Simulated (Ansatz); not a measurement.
## SiC (P6_3mc): refractive index against wavelength

The refractive index of SiC (P6_3mc) along x below the direct gap (4.12 eV on the mesh) is read from one computed spectrum, n = √(Re ε). x, y and z are the Cartesian axes of the input cell.

Cell: a, b, c = 3.076, 3.076, 5.048 Å (primitive vectors), 4 atoms.

Method: Ansatz 0.2.0, PBE, independent particles, k-mesh 9×9×5 with interpolation inside its cells, Gaussian parameter 0.1 eV.

Launch of the response step: `ansatz run input.yaml --threads 4 --pin off --max-ram 8192MiB --backend cpu --events-out ev --progress --plain --runs-dir out`. The run took 17 s, on 4 threads of Arm Neoverse V1, with other jobs on the host.

```
wavelength (nm)  photon energy E (eV)       n
           1310                 0.946  2.6850
           1064                 1.165  2.6952
            850                 1.459  2.7125
            700                 1.771  2.7360
            633                 1.959  2.7529
            532                 2.331  2.7932
            450                 2.755       ?
```

In the single-oscillator model n² − 1 = E₀E_d/(E₀² − E²), so 1/(n² − 1) = E₀/E_d − E²/(E₀E_d) is linear in E².

Working, on the rows shown:

| x = E² (eV²) | y = 1/(n² − 1) |
| --- | --- |
| 0.895757 | 0.161051 |
| 1.35784 | 0.15964 |
| 2.12762 | 0.157291 |
| 3.13716 | 0.154185 |
| 3.83641 | 0.152011 |
| 5.43137 | 0.147016 |

Means: x̄ = 2.7977, ȳ = 0.1552. Σ(x − x̄)(y − ȳ) = -0.04413, Σ(x − x̄)² = 14.27. Slope = -0.04413 / 14.27 = -0.003093; intercept = ȳ − slope · x̄ = 0.16385. Turned back into n, the line misses the rows shown by at most 0.00031.

What does the fit predict for the withheld row, and how well does it do?

At x = 7.5912 the line gives y = 0.14037, that is 2.8502. The run gave 2.8523, so the extrapolation is off by 0.0021, 1.2 % of the range in the table.

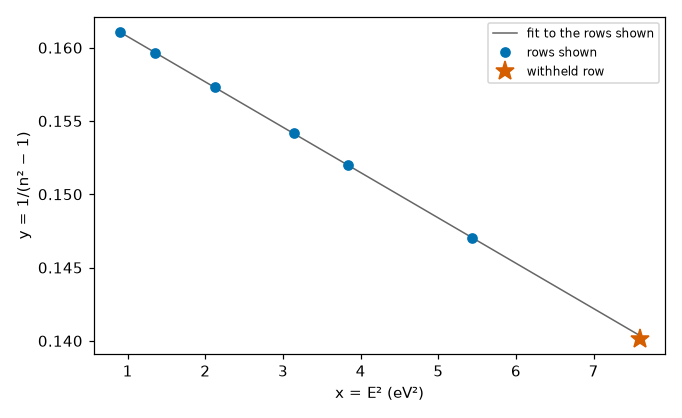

Refitted with all rows, the slope is -0.003121 and the intercept 0.16392. These give E₀ = √(intercept/−slope) = 7.25 eV and E_d = E₀/intercept = 44.2 eV; E₀ is 1.8 times the direct gap. The electronic limit at long wavelengths, without lattice vibrations, is n = √(1 + 1/intercept) = 2.665. Excitons are left out and so are local fields; PBE gaps are as a rule too small.

[Logs are printed without paths, hosts, clocks, repeated set-up lines and the standing remarks that a program may print on its own settings, such as how far it seeks lower states.]
